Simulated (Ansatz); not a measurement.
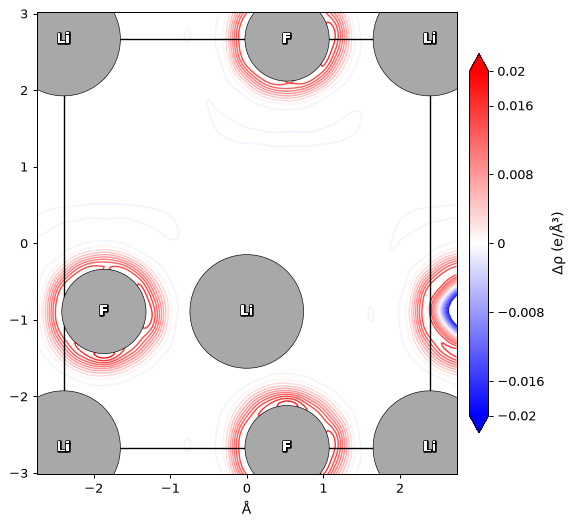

LiF. Difference of the valence pseudo-densities of two functionals at the same geometry, on the (110) plane of the calculation cell: HSE06 less LC_WPBE.

Both computed with Ansatz (plane waves, PAW), on the same k-point mesh. Grey discs cover the atomic cores.

```yaml
crystal:
  lattice:
    - [3.08105, 0.00000, 0.00000]
    - [-1.54053, 2.66827, 0.00000]
    - [0.00000, 0.00000, 4.78523]
  atoms:
    - { symbol: Li, position: [0.33333, 0.66667, 0.38244] }
    - { symbol: Li, position: [0.66667, 0.33333, 0.88244] }
    - { symbol: F, position: [0.33333, 0.66667, 0.99256] }
    - { symbol: F, position: [0.66667, 0.33333, 0.49256] }
```

### What does the difference map show?

Against LC_WPBE, HSE06 gives more density around F (+0.010 e/Å³ on average at 0.7 Å from the nucleus).
